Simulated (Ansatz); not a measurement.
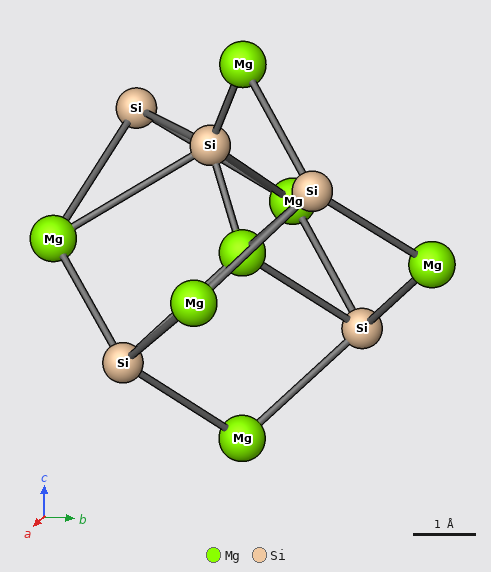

Starting structure of a defect cell of composition Mg64Si33 (cell charge −1). Style: ball-and-stick. Shown: the atoms within 4.2 Å of the atom that moves most (axes of the cell of the calculation (origin shifted)), slightly off an axis.

The atoms of the start lie slightly off their symmetric places, so part of the fall in energy undoes that.

Level of theory: DFT, PBEsol, PAW, plane waves (Ansatz 0.2.0).

Set-up: plane-wave cutoff 420 eV; k-point mesh 1 × 1 × 1; mesh shifted by (0.25, 0.25, 0.25); collinear spin; atoms relaxed in a fixed cell; force threshold 0.03 eV/Å; at most 80 steps.

```xyz
97
Lattice="12.6495 0.0000 0.0000 0.0000 12.6495 0.0000 0.0000 0.0000 12.6495" Properties=species:S:1:pos:R:3 pbc="T T T"
Mg    4.7427    1.5540    1.5712
Mg    4.7257    1.6060    7.9092
Mg    4.7442    7.9337    1.6012
Mg    4.7339    7.8895    7.9090
Mg   11.0704    1.5602    1.5794
Mg   11.0586    1.5727    7.9107
Mg   11.0626    7.9206    1.5858
Mg   11.0849    7.9111    7.9346
Mg    1.5592    4.7579    1.5673
Mg    1.5912    4.7551    7.9400
Mg    1.5955   11.0799    1.5593
Mg    1.5989   11.0580    7.8888
Mg    7.8737    4.7356    1.5803
Mg    7.8722    4.7174    7.9023
Mg    7.9686   11.0375    1.6176
Mg    7.9568   11.0522    7.8943
Mg    1.5751    1.5410    4.7408
Mg    1.5703    1.5454   11.0668
Mg    1.5937    7.8892    4.7498
Mg    1.5985    7.9309   11.0537
Mg    7.8902    1.5854    4.7331
Mg    7.9459    1.5934   11.0409
Mg    7.9166    7.8919    4.7269
Mg    7.9021    7.9253   11.0618
Mg    1.5596    1.5909    1.5806
Mg    1.5991    1.5485    7.8664
Mg    1.5891    7.9019    1.5574
Mg    1.5864    7.8876    7.8988
Mg    7.9135    1.5719    1.5835
Mg    7.8997    1.5412    7.9164
Mg    7.8898    7.8808    1.6005
Mg    7.9403    7.9075    7.9020
Mg    4.7740    4.7059    4.7382
Mg    4.7139    4.7566   11.0836
Mg    4.7750   11.0977    4.7086
Mg    4.7576   11.0828   11.0766
Mg   11.0594    4.7502    4.7515
Mg   11.0467    4.7300   11.0752
Mg   11.0726   11.0740    4.7635
Mg   11.0627   11.0610   11.0814
Mg    4.7361    4.7433    1.5776
Mg    4.7488    4.7125    7.8915
Mg    4.7426   11.0787    1.5850
Mg    4.6955   11.0729    7.9268
Mg   11.0825    4.7532    1.5432
Mg   11.0217    4.7120    7.8897
Mg   11.0479   11.0846    1.5833
Mg   11.0571   11.0753    7.9040
Mg    4.7240    1.5983    4.7611
Mg    4.7112    1.5855   11.0516
Mg    4.7611    7.9009    4.7367
Mg    4.7578    7.9282   11.0575
Mg   11.1045    1.5679    4.7084
Mg   11.0956    1.5754   11.0719
Mg   11.0547    7.9088    4.7356
Mg   11.0701    7.8854   11.0876
Mg    1.5971    4.7543    4.7445
Mg    1.5943    4.7490   11.0446
Mg    1.6093   11.0516    4.7326
Mg    1.6187   11.0849   11.0472
Mg    7.9331    4.7321    4.7456
Mg    7.8997    4.7872   11.0963
Mg    7.8993   11.0604    4.7527
Mg    7.9067   11.0911   11.0853
Si    0.0203    0.0333    0.0094
Si    0.0189    0.0146    6.3263
Si   12.6276    6.3161   12.6337
Si    0.0209    6.3378    6.3361
Si    6.3527   12.6385    0.0150
Si    6.3185   12.6292    6.3398
Si    6.3081    6.3394   12.6453
Si    5.4690    5.4725    6.3209
Si    3.1854    3.1580    0.0060
Si    3.1579    3.1526    6.2966
Si    3.1773    9.4731    0.0151
Si    3.1918    9.4746    6.3161
Si    9.5078    3.1384    0.0114
Si    9.4605    3.1667    6.3243
Si    9.5014    9.4798    0.0117
Si    9.5096    9.4835    6.3098
Si    3.1510    0.0321    3.1788
Si    3.1552    0.0088    9.5112
Si    3.1523    6.3335    3.1573
Si    3.1671    6.3140    9.4260
Si    9.4746    0.0105    3.1338
Si    9.5246   12.6353    9.4653
Si    9.4764    6.3061    3.1906
Si    9.4524    6.3318    9.4604
Si    0.0224    3.1666    3.1635
Si   12.5969    3.1662    9.4964
Si    0.0115    9.4750    3.1599
Si    0.0347    9.4877    9.4950
Si    6.3536    3.1717    3.1476
Si    6.3274    3.1992    9.4833
Si    6.3477    9.4808    3.1438
Si    6.3205    9.5103    9.4630
Si    7.1952    7.1639    6.2853
```

Where does the relaxation end?

Mg23 moves most: 0.60 Å along [1 1 −1]. By element the largest moves are Mg 0.60 Å, Si 0.16 Å. The cell stays as it was. Near-neighbour distances that change, for instance: Mg23–Si97 1.865 → 2.490 Å, Mg32–Si97 1.929 → 2.488 Å, Si72–Si97 2.417 → 2.211 Å, Mg61–Si97 2.971 → 2.769 Å. Bond angles that change, for instance: Si95–Mg23–Si97 119.2° → 105.5°, Si87–Mg23–Si97 118.0° → 104.8°, Si80–Mg23–Si87 109.4° → 117.9°. Over 6 geometry steps the energy falls by 10.059 eV per cell of the calculation. Largest force component: 9.5 eV/Å at the start, 0.023 eV/Å at the end. Cost: 11 s on 1 × NVIDIA GB200 with 8 threads of Arm Neoverse-V2, peak memory 2.2 GiB.

After the run, drawn alike:

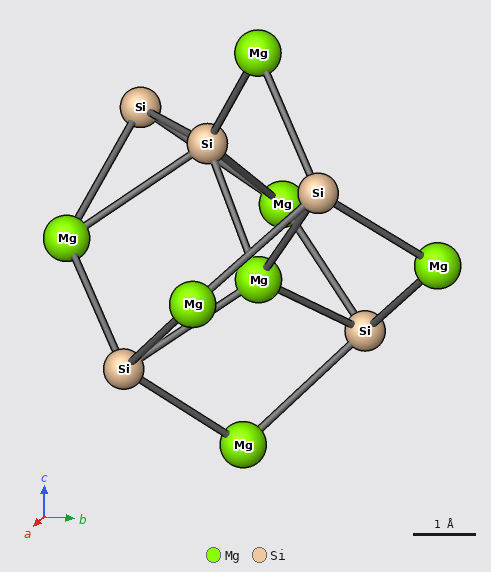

Limits of the set-up: the cell is charged, on a uniform background, and energies carry no finite-size correction.
